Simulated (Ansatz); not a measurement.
Input

```
crystal:
  lattice:
    - [0.0, 2.703, 2.703]
    - [2.703, 0.0, 2.703]
    - [2.703, 2.703, 0.0]
  atoms:
    - { symbol: Ni, position: [0.0, 0.0, 0.0], spin: 1.0 }
    - { symbol: Si, position: [0.75, 0.75, 0.75] }
    - { symbol: Si, position: [0.25, 0.25, 0.25] }
hamiltonian:
  xc: rpbe
  pseudopotentials: { kind: paw }
magnetization:
  spin_polarized: true
kpoints:
  mp_grid: { grid: [9, 9, 9] }
scf:
  occupations: { method: fermi_dirac, width: 0.05 }
output:
  forces: true
  stress: true
  write_density: true
  write_potential: true
  elf: true
  volumetric_format: npy
relax:
  f_tol: 0.01
  max_steps: 40
  cell: { stress_tol: 0.05 }
```

Command:

```sh
ansatz run input.yaml --threads 2 --pin off --max-ram 5632MiB --backend cpu --events-out ev --progress --plain --runs-dir out
```

Below, planes, directions and counts refer to the conventional cell (a = 5.48 Å, b = 5.48 Å, c = 5.48 Å, α = 90.00°, β = 90.00°, γ = 90.00°).

The fields are those of the relaxed geometry.

Space group Fm-3m; the program warned that a starting moment wasn't kept; spin-polarised, but the moments vanished.

Theory: Kohn-Sham DFT of a periodic cell, RPBE, Ansatz PAW (Ansatz 0.2.0).

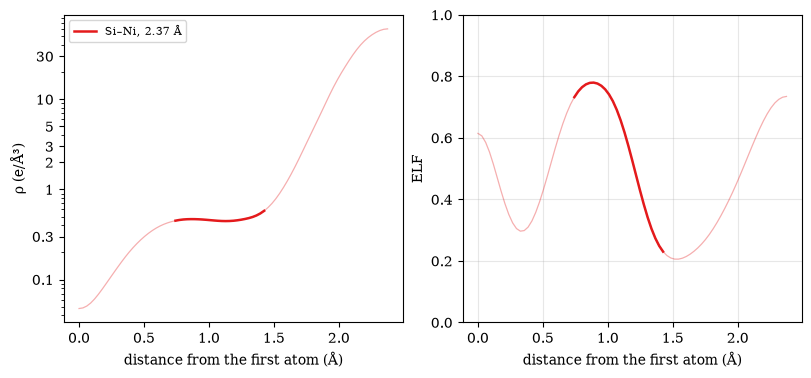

Si$_{2}$Ni. Valence electron density and ELF along straight lines between neighbouring atoms. Thin, pale parts lie inside the atomic spheres.

Core electrons are frozen (PAW), and the valence fields are smoothed inside the atomic spheres.

What can be read from the curves?

Answer. Si–Ni (2.37 Å): ρ is about 0.45 e/Å³ halfway; the ELF peaks at about 0.80 in the valence shell of Si, 0.9 Å from its nucleus, and is about 0.55 at the midpoint.
